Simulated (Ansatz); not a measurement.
# H₂Rh: what the fields show

The calculation's input:

```
crystal:
  lattice:
    - [-1.4074188165, 1.4074188165, 2.5205682842]
    - [1.4074188165, -1.4074188165, 2.5205682842]
    - [1.4074188165, 1.4074188165, -2.5205682842]
  atoms:
    - { symbol: H, position: [0.644904277, 0.644904277, 0.0] }
    - { symbol: H, position: [0.355095723, 0.355095723, 0.0] }
    - { symbol: Rh, position: [0.0, 0.0, 0.0] }
basis:
  ecutwfc: 420
kpoints:
  mp_grid: { grid: [22, 22, 22] }
hamiltonian:
  xc: pbe
scf:
  occupations: { method: gaussian, width: 0.1 }
output:
  forces: true
  stress: true
  eigenvalues: true
  write_density: true
  write_potential: true
  elf: true
  volumetric_format: npy
relax:
  adjacent_minimum: "off"
  f_tol: 0.01
  max_steps: 80
  cell: { stress_tol: 0.05 }
```

Launched as:

```sh
ansatz run input.yaml --threads 1 --pin off --max-ram 2560MiB --backend cpu --events-out ev --progress --plain --runs-dir out
```

Below, planes, directions and counts refer to the conventional cell (a = 2.81 Å, b = 2.81 Å, c = 5.05 Å, α = 90.00°, β = 90.00°, γ = 90.00°).

The fields are those of the run's last geometry, not of the input's.

Space group I4/mmm; started from the MoSi2 (C11b)_139 prototype, which need not be the ambient phase; computed without spin polarisation.

Computed with Ansatz 0.2.0, DFT PBE, scalar-relativistic, plane waves, PAW.

The density is the valence pseudo-density of a PAW calculation; it isn't the true density close to the nuclei.

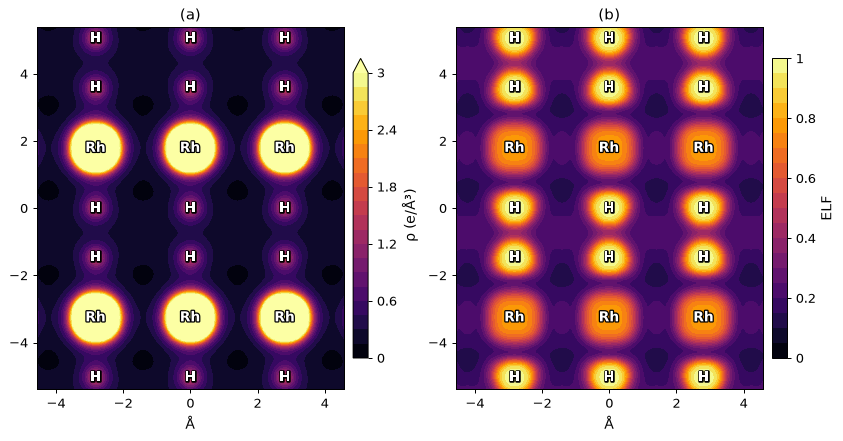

Figure 1. (a) valence pseudo-density; (b) electron localisation function on the (010) plane of the conventional cell.

What does the map show?

Answer.
- Atoms in the plane: H and Rh.
- Rh–H (1.79 Å): ρ at the midpoint is about 1.1 e/Å³; the ELF climbs to about 1 towards the hydrogen.
- Between the atoms the lowest density in this plane is 0.13 e/Å³.
- The features right at Rh lie inside the PAW spheres, where the map follows smoothed inner orbitals and isn't to be read closely.

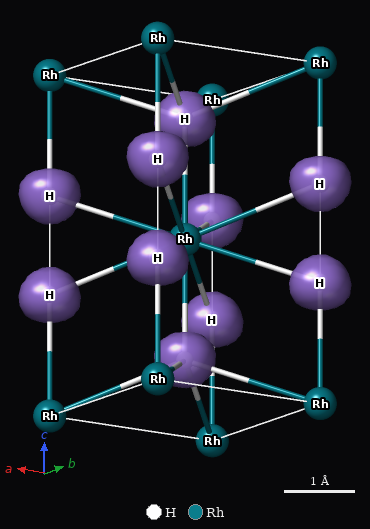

Figure 2. Isosurface of the ELF at 0.8 (purple), seen at an oblique angle. Core shells and regions of very low density are left out. Sticks mark near contacts.

What do the ELF domains correspond to?

Answer. At this value the surface marks out four regions around hydrogen nuclei, counted in one cell of 6 atoms. Any copies at cell faces, edges or corners count once.

Metal or insulator at this level of theory?

Answer. It is metallic or semimetallic at this level of theory: no gap opens.
